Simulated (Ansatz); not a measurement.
## Geometry relaxation, with input and output: Si

System: Si (Fd-3m, 2 atoms in the cell).
Method: DFT PBE+D3(BJ), scalar-relativistic, plane waves, PAW, no spin polarisation (Ansatz 0.2.0).

The structure derives from an entry of the Crystallography Open Database. Figures and captions count atoms from 1; the log counts them from 0 in places.

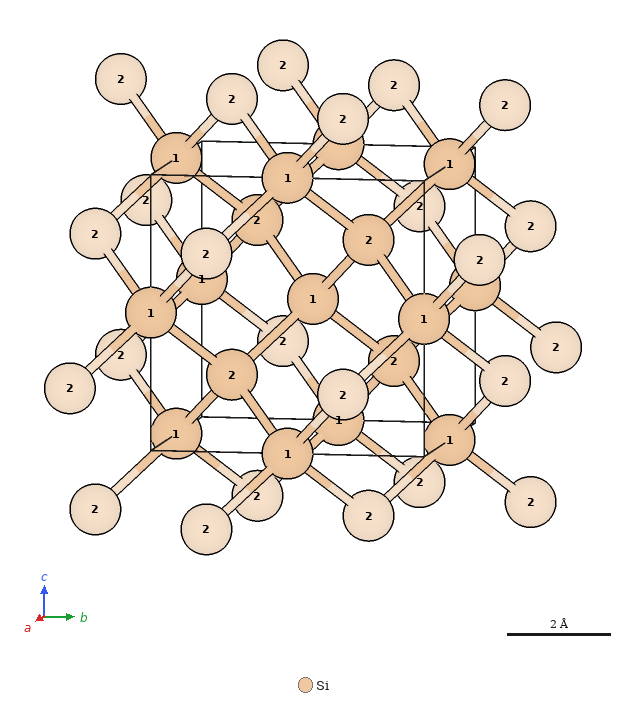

Fig. 1: The starting structure (ball-and-stick view of the cell 4 times as large as that of the calculation, set on its symmetry axes, seen slightly off an axis; neighbours outside the cell are drawn fainter; atoms are numbered from 1 in the order of the input).

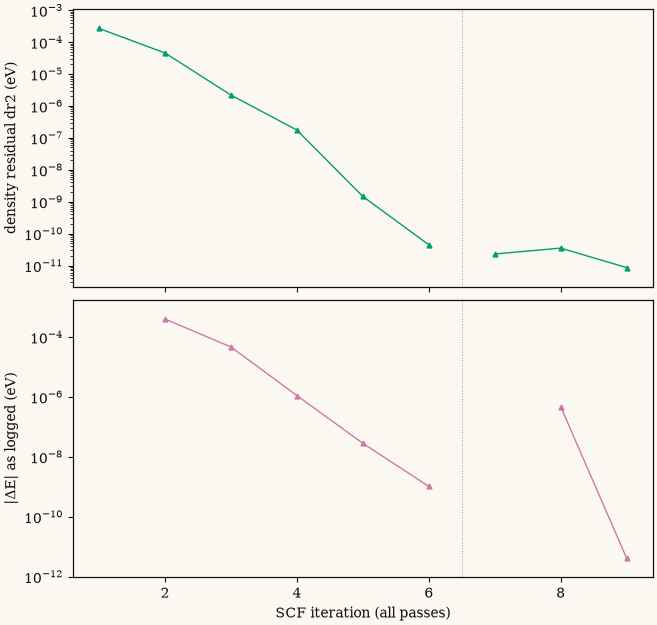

Fig. 2: Convergence of the self-consistent field: density residual dr2 and size of the energy change against the SCF iteration. The dotted lines part the SCF passes of the relaxation: geometry steps, rejected trials and re-solves on a re-selected basis. The passes take 6 and 3 iterations.

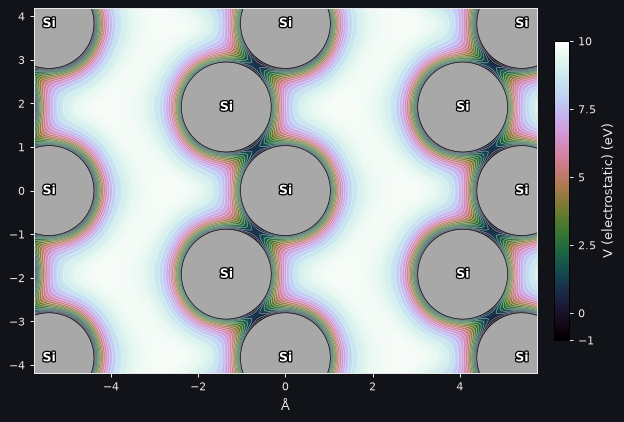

Fig. 3: Electrostatic potential energy of an electron on the (110) plane of the conventional cell. Grey discs, where drawn, cover atomic cores. Atoms in the plane: Si. Outside the cores the potential energy rises away from the atoms and is highest about 2.3 Å from the nearest atoms; outside the discs it spans about 10 eV, and its zero is arbitrary. The fields are those of the smooth PAW valence density.

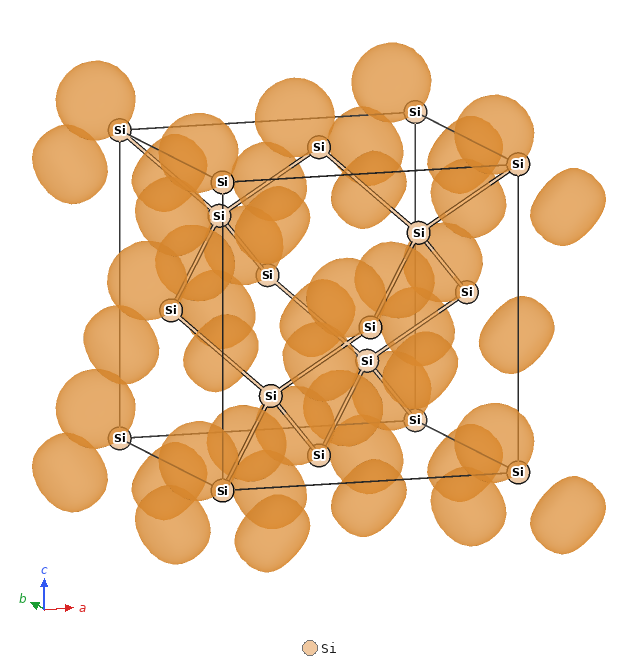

Fig. 4: Isosurface of the ELF at 0.8 (orange), seen slightly off an axis. Only the valence region is drawn (cores and ρ < 0.01 e/Å³ removed). Sticks mark near contacts. The outline is the cell set on symmetry axes. The ELF exceeds this value in 16 regions between bonded Si–Si atoms (shared pairs), counted in one cell of 8 atoms. Profiles from the grid: Si–Si (2.35 Å): the ELF peaks at about 0.95 between the atoms, which marks a shared electron pair.

The input that produced these results follows, with the program's output.

## Input
```yaml
crystal:
  lattice:
    - [0.0, 2.7107602159, 2.7107602159]
    - [2.7107602159, 0.0, 2.7107602159]
    - [2.7107602159, 2.7107602159, 0.0]
  atoms:
    - { symbol: Si, position: [0.5, 0.5, 0.5] }
    - { symbol: Si, position: [0.75, 0.75, 0.75] }
basis:
  ecutwfc: 420
kpoints:
  mp_grid: { grid: [12, 12, 12] }
hamiltonian:
  xc: pbe
  dispersion: d3bj
scf:
  occupations: { method: gaussian, width: 0.02 }
output:
  forces: true
  stress: true
  eigenvalues: true
  write_density: true
  write_potential: true
  elf: true
  volumetric_format: npy
relax:
  adjacent_minimum: "off"
  f_tol: 0.005
  max_steps: 80
  cell: { stress_tol: 0.05 }
```

Launched with:
```bash
ansatz run input.yaml --threads 4 --pin off --max-ram 10240MiB --backend cpu --events-out ev --progress --plain --runs-dir out
```

## The program's output
```
Engine: ansatz 0.2.0, x86_64-unknown-linux-gnu
Pseudopotentials: kind: paw
Pseudopotential: Si, paw, valence charge 4, recommended cutoff 420 eV (normal), Si.paw.azcp
Functional definition: PBE
  parameter kappa = 0.804
  parameter beta = 0.06672455060314922
  exchange = pbe_x(kappa = kappa, mu = beta*pi^2/3)
  correlation = pbe_c(beta = beta)
Crystal: 2 atoms, lattice volume = 39.839 Å³
Basis set: ecut = 420 eV, 749 PW (Γ), exchange–correlation on 54×54×54 points (8 copies of the dense FFT grid, shifted against one another)
Bands: 8, of which v1, the nominal top of the filled ones, is band 4 counted from 1 (3 counted from 0)
Symmetry: 48 space group operations
Space group: Fd-3m (ITA 227), of the structure as read, at distance tolerance 3.4e-5 Å
k-points: 72 of 1728
Non-local potential: Si, projectors of the file, l = 0: 2, l = 1: 2, l = 2: 2
PAW form: soft (Blöchl's): semilocal exchange-correlation on the pseudo side does not see the compensation charge
PAW one-centre angular grid: Si, 110 points (default); XC on 64 Gauss nodes
Initial density: superposition of atomic densities (neutral atoms: chi_scale 0, normalization atom), corrected by the library's trained network
Initial wavefunctions: pseudopotential atomic-orbital guess
Functional: x = pbe(κ = 0.804, μ = 0.2195149727645171), c = pbe(β = 0.06672455060314922)
SCF iter   1: F=—  HF=-1272.243061 eV  |F-HF|=—  |Δ(HF+E_count)|=         —  Δρ=1.13e-3  dr2=2.68e-4  ethr=1.77e-3  ⟨swp⟩=6.2  Hψ=5250  notcnv=0
preconditioner: auto → none  [insulator: Δε(μ)=0.562 eV  Ē_g=9.500 eV  σ=0.020 eV  W_gap=1.00  n_scr=8 (ndim 8)  ℏωp=16.6 eV  f_vac=0.000  D(μ)=0.00/eV (n_scr^D=0)  ε∞_Penn≈4.1]
SCF iter   2: F=—  HF=-1272.243457 eV  |F-HF|=—  |Δ(HF+E_count)|=   3.96e-4  Δρ=4.77e-4  dr2=4.56e-5  ethr=3.35e-6  ⟨swp⟩=2.2  Hψ=1510  notcnv=0
SCF iter   3: F=—  HF=-1272.243503 eV  |F-HF|=—  |Δ(HF+E_count)|=   4.61e-5  Δρ=9.23e-5  dr2=2.19e-6  ethr=5.70e-7  ⟨swp⟩=2.3  Hψ=878  notcnv=0
SCF iter   4: F=—  HF=-1272.243504 eV  |F-HF|=—  |Δ(HF+E_count)|=   1.10e-6  Δρ=2.41e-5  dr2=1.75e-7  ethr=2.74e-8  ⟨swp⟩=2.0  Hψ=862  notcnv=0
iter 5 did not close the SCF: its close was put off for the readings that it lacked (scf_convergence_deferred on its scf_iter line)
SCF iter   5: F=-1272.243504 eV  HF=-1272.243504 eV  |F-HF|=8.10e-10  |Δ(HF+E_count)|=   2.81e-8  Δρ=2.79e-6  dr2=1.46e-9  ethr=2.18e-9  ⟨swp⟩=2.0  Hψ=864  notcnv=0
SCF iter   6: F=-1272.243504 eV  HF=-1272.243504 eV  |F-HF|=6.82e-12  |Δ(HF+E_count)|=   1.02e-9  Δρ=4.23e-7  dr2=4.47e-11  ethr=1.82e-11  ⟨swp⟩=4.2  Hψ=2636  notcnv=0
SCF 1 converged in 6 iterations: F = -1272.243504 eV  dr2 = 4.47e-11
  greatest PAW one-centre occupation: 0.635 electrons in one spin orbital (limit 2), on the Si atom at site 1 (counted from 0), in its partial waves of l = 0
relax step   1: F+E_penalty+E_count = -1272.24350385 eV  Δ(F+E_penalty+E_count) = +0.000e0 eV  max|allowed force component| = 1.388e-17 eV/Å  Δτ_max = 0.0000 Å  P = -0.001 GPa  Ω = 39.839 Å³  (6 SCF iters, dr2 threshold 1.00e-7 eV, accepted)
Initial density: handed on by an earlier stage of this run
Initial wavefunctions: pseudopotential atomic-orbital guess (no wavefunctions were taken with the density)
iter 1 solved again at ethr=9.08e-8 eV; its pass at ethr=3.10e-3 eV (dr2=7.27e-6 eV) is discarded
SCF iter   1: F=—  HF=-1272.243503 eV  |F-HF|=—  |Δ(HF+E_count)|=         —  Δρ=3.91e-7  dr2=2.30e-11  ethr=9.08e-8  ⟨swp⟩=3.0  Hψ=7013  notcnv=0
eigensolver tolerance schedule: the retry pair's looser diagonalisation over-reported the residual by 316066.54 of it (diagonalisation noise at an unbounded share of the residual, at the tolerance the schedule requests for it); recorded, not acted on — ethr = c·dr2/N_el stays at c = 1.0e-1
preconditioner: auto → none  [insulator: Δε(μ)=0.561 eV  Ē_g=9.499 eV  σ=0.020 eV  W_gap=1.00  n_scr=8 (ndim 8)  ℏωp=16.6 eV  f_vac=0.000  D(μ)=0.00/eV (n_scr^D=0)  ε∞_Penn≈4.1]
SCF iter   2: F=—  HF=-1272.243504 eV  |F-HF|=—  |Δ(HF+E_count)|=   4.73e-7  Δρ=3.73e-7  dr2=3.52e-11  ethr=1.00e-12  ⟨swp⟩=3.2  Hψ=1152  notcnv=0
SCF iter   3: F=-1272.243504 eV  HF=-1272.243504 eV  |F-HF|=4.55e-13  |Δ(HF+E_count)|=  4.09e-12  Δρ=2.06e-7  dr2=8.62e-12  ethr=1.00e-12  ⟨swp⟩=4.2  Hψ=2489  notcnv=0
SCF 2 converged in 3 iterations: F = -1272.243504 eV  dr2 = 8.62e-12
relax step   2: F+E_penalty+E_count = -1272.24350385 eV  Δ(F+E_penalty+E_count) = -4.547e-12 eV  max|allowed force component| = 2.776e-17 eV/Å  Δτ_max = 0.0000 Å  P = -0.001 GPa  Ω = 39.839 Å³  stress off target by 1.24e-3 GPa  SCF on the basis re-selected at this cell (its energy is not comparable with the rows above)  (3 SCF iters)
basis re-selected at this cell: Δ(F+E_penalty+E_count) = -4.547e-12 eV, ΔP = -0.000 GPa vs the last step (what re-selecting the basis moved, of the pressure what is left beyond the Pulay correction that the steps carried, after the strain that the cell walked since its last selection, with what the two solves' SCF thresholds leave and, on support functions, any second-order correction that the steps lacked; it is no measure of the basis error at this ecutwfc). This SCF's stress stands 1.24e-3 GPa from its target on what of the cell is left free (relax.cell.stress_tol is 5.00e-2 GPa) and its largest allowed force component is 2.78e-17 eV/Å (relax.f_tol is 5.00e-3 eV/Å): within both
SCF converged after 3 iterations
Free energy (F): -1272.243504 eV
Harris-Foulkes:  -1272.243504 eV  (|F-HF|=4.55e-13)
Internal energy: -1272.243504 eV  (E = F + TS)
E sigma→0 (E₀):  -1272.243504 eV
Fermi energy:    6.563351 eV
--- Per-component energies (eV) ---
  E_band       = 9.633145
  E_kinetic    = 81.015372
  E_local      = -54.512637  (includes V_loc(G=0)·N_el)
  E_nonlocal   = 52.096235
  E_hartree    = 14.852415
  E_xc         = -110.512667
  E_vxc        = -93.664756  (∫ρ·V_xc dr)
  E_paw        = -1025.631848  (= ΣΔE_a)
  E_vpaw       = -5.005924  (= ΣTr[D̂ρ^β])
  E_aug_tail   = 0.000012  (compensation charges beyond the density's cutoff)
  E_ewald      = -228.918756
  E_disp       = -0.631629  (pairwise vdW)
  E_smearing   = -0.000000  (= −TS)
  E_closure    = 0.000000  (closes the sum)
  Σ components = -1272.243504   (vs F -1272.243504, Δ=0.00e0)
--- Forces (eV/Å), atoms counted from 1 ---
  atom   1  Si    -0.00000000    -0.00000000    -0.00000000
  atom   2  Si    -0.00000000    -0.00000000     0.00000000
  max |Σ_I F_I| component: 5.55e-17 eV/Å
--- Stress (GPa, compression-positive) ---
       -0.001243       0.000000      -0.000000
        0.000000      -0.001243       0.000000
        0.000000      -0.000000      -0.001243
  P = ⅓ Tr σ = -0.0012 GPa (-0.012 kbar)
--- Band table (eV; the first three rows and the last of 72) ---
  k-point 0: bands = ["-5.7137", "6.2829", "6.2829", "6.2829", "8.8458", "8.8458", "8.8458", "9.7054"]
  k-point 1: bands = ["-5.6223", "5.4239", "6.1383", "6.1383", "8.8987", "9.0583", "9.0583", "10.3594"]
  k-point 2: bands = ["-5.3509", "3.8981", "5.8303", "5.8303", "8.6480", "9.4960", "9.4960", "11.7792"]
  k-point 71: bands = ["-1.3847", "-1.3847", "2.4102", "2.4102", "10.5500", "10.5500", "11.3010", "11.3010"]
--- Relaxed structure (1 steps of the walk, 1 accepted, 1 SCFs on fresh bases) ---
  F+E_penalty+E_count = -1272.24350385 eV   max|allowed force component| = 2.776e-17 eV/Å   (the final SCF, on the basis selected at the relaxed cell)
  cell:  # Å, volume = 39.8385 Å³
    - [0.0, 2.7107602159, 2.7107602159]
    - [2.7107602159, 0.0, 2.7107602159]
    - [2.7107602159, 2.7107602159, 0.0]
  atoms:
    - { symbol: Si, position: [0.5, 0.5, 0.5] }
    - { symbol: Si, position: [0.7499999999999999, 0.7499999999999999, 0.7499999999999999] }
```

## Trajectory as extended XYZ (Å, eV, eV/Å), 2 frames, from step=1 to step=2
```
2
Lattice="0.0000 2.7108 2.7108 2.7108 0.0000 2.7108 2.7108 2.7108 0.0000" Properties=species:S:1:pos:R:3:forces:R:3 step=1 energy=-1272.24350 pressure_GPa=-0.00
Si    2.7108    2.7108    2.7108    0.0000   0.0000   0.0000
Si    4.0661    4.0661    4.0661    0.0000   0.0000   0.0000
2
Lattice="0.0000 2.7108 2.7108 2.7108 0.0000 2.7108 2.7108 2.7108 0.0000" Properties=species:S:1:pos:R:3:forces:R:3 step=2 energy=-1272.24350 pressure_GPa=-0.00
Si    2.7108    2.7108    2.7108    0.0000   0.0000   0.0000
Si    4.0661    4.0661    4.0661    0.0000   0.0000   0.0000
```

## Key numbers

```csv
quantity,value
outcome,converged
space group (tolerance 0.01 Å),Fd-3m (227)
electrons treated,8
free energy,−1272.2435 eV
Fermi energy,6.563 eV
gap on the k-point mesh,0.56 eV
pressure,0.00 GPa
final volume,39.84 Å³
largest force (length of the vector) at the end,under 0.001 eV/Å
final cell,"a = 3.834 Å, b = 3.834 Å, c = 3.834 Å, α = 60.00°, β = 60.00°, γ = 60.00°"
hardware,"4 threads of Intel Xeon (Granite Rapids), 32 GiB of memory available, shared host"
wall time,0.67 s (CPU time 2 s)
peak memory,0.39 GiB
```
